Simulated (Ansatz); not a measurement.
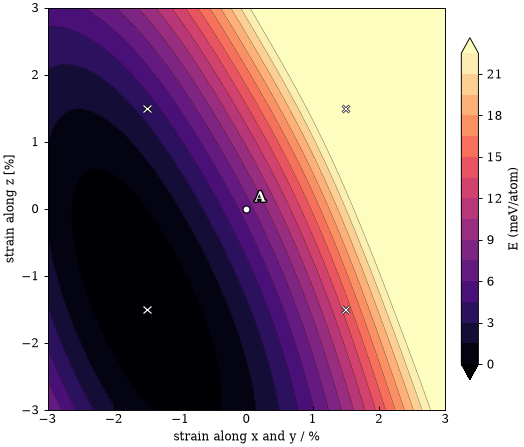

Sc (Fm-3m, No. 225; 1 atom in the cell). The cell is strained homogeneously, by one strain along x and y and another along z, with fractional coordinates fixed (x, y and z along the cube axes). The first coordinate is: strain along x and y; the second: strain along z. The scan uses a 5 × 5 grid. At 4 points there is no value. Points are written as (first, second). All energies are given in meV/atom relative to the lowest grid point. The reference cell is the one listed in the database, not relaxed at this level. The calculation used Ansatz, DFT LDA, scalar-relativistic, plane waves, PAW. Settings: cutoff 420 eV, k-mesh 18×18×18, gaussian smearing 0.15 eV, no spin polarisation.

Drawn: filled contours, crosses at grid points without a value, one colour for all values above the top of the scale, the point A. Between grid points the surface is interpolated.

Which way does the force act at A, and how strong is it?

Answer. A, at (0.0 %, 0.0 %), is not a stationary point. The computed force is 7.1 meV/atom for each 1 % towards smaller values of strain along x and y and 3.5 meV/atom for each 1 % towards smaller values of strain along z.
